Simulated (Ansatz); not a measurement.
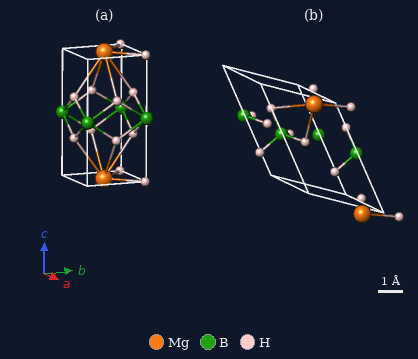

The structure of a crystal of MgBH₅ (built on the MgPPd5-123 type type) before (left) and after (right) a relaxation, at one scale.

The picture is a ball-and-stick view of the cell of the calculation, seen slightly off an axis.

Case: shaken.

Level of theory: DFT, PBEsol, plane waves, PAW (Ansatz 0.2.0). Settings: plane-wave cutoff 420 eV; k-point mesh 6 × 6 × 4; occupations fermi dirac; smearing width 0.05 eV; no spin polarisation; cell and atoms relaxed; force threshold 0.01 eV/Å; at most 120 steps.

What changed between the two?

Answer. The Mg atom moves most relative to the cell: 2.83 Å roughly along [3 1 0]. Largest moves by element: Mg 2.83 Å, H 2.76 Å, B 1.49 Å. The volume changes by +40.9 %, with a 2.731 → 3.982 Å (+45.8 %), b 2.725 → 3.610 Å (+32.5 %), c 5.458 → 5.316 Å (−2.6 %), α 90.2° → 131.4°, β 89.3° → 92.9°, γ 90.7° → 88.9°. Near-neighbour distances that change, for instance: H–Mg 2.279 → 8.091 Å, H–Mg 5.447 → 2.144 Å, H–Mg 2.313 → 5.413 Å, H–Mg 2.315 → 5.053 Å. Bonds break, among them: H–Mg (1.90 → 4.58 Å), H–Mg (1.94 → 4.64 Å). Bond angles that change, for instance: Mg–H–Mg 89.4° → 157.5°, H–Mg–H 89.4° → 157.5°. The space group stays P1 (No. 1). After 65 accepted moves (71 points after the start) the energy has fallen by 4.689 eV per cell of the calculation. The largest force component goes from 0.31 to 0.0019 eV/Å. The pressure goes from 1.07 to 0.00 GPa. The line search rejected the trial steps at points 26, 32, 56 of the run. At 3 points the geometry stayed and the basis and grid were re-selected for the new cell (energy shift of 0.417 eV per cell of the calculation at most each time). The run took 98 s on 4 threads of Arm Neoverse V1, on a shared host, peak memory 0.44 GiB.
